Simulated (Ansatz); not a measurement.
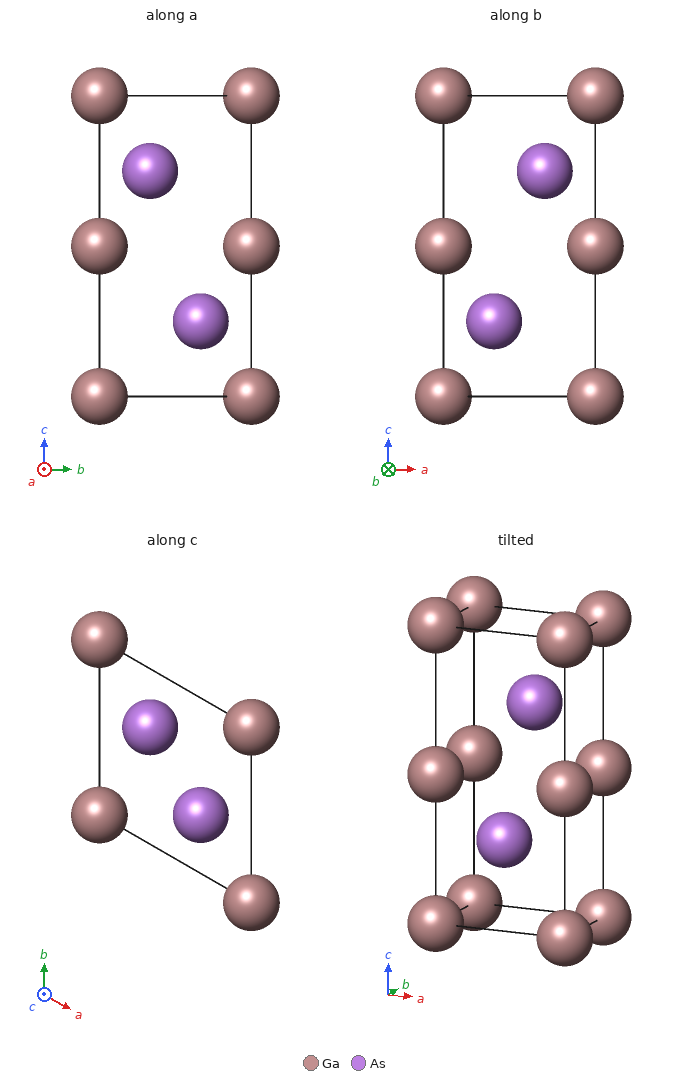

This spheres-only model is shown along the a axis, along the b axis, along the c axis and slightly off an axis. The conventional unit cell is outlined; an atom on or near a face, edge or corner is repeated at each equivalent position.

Lattice parameters: a = 3.7656 Å, b = 3.7656 Å, c = 6.4528 Å, α = 90.000°, β = 90.000°, γ = 120.000°.

Give the structure in the form of a CIF in P1 with every atom of the cell.

```cif
data_structure
_symmetry_space_group_name_H-M 'P 1'
_symmetry_Int_Tables_number 1
_cell_length_a 3.7656
_cell_length_b 3.7656
_cell_length_c 6.4528
_cell_angle_alpha 90.000
_cell_angle_beta 90.000
_cell_angle_gamma 120.000
_cell_volume 79.24
loop_
_atom_site_label
_atom_site_type_symbol
_atom_site_fract_x
_atom_site_fract_y
_atom_site_fract_z
_atom_site_occupancy
Ga1 Ga 0.0000 0.0000 0.0000 1
Ga2 Ga 0.0000 0.0000 0.5000 1
As1 As 0.3333 0.6667 0.2500 1
As2 As 0.6667 0.3333 0.7500 1
```

Origin of the cell: a structure type filled with these elements by a generator (whether the compound takes this form wasn't checked). This is the structure after a relaxation with DFT PBE, scalar-relativistic, plane waves, PAW in Ansatz 0.2.0.
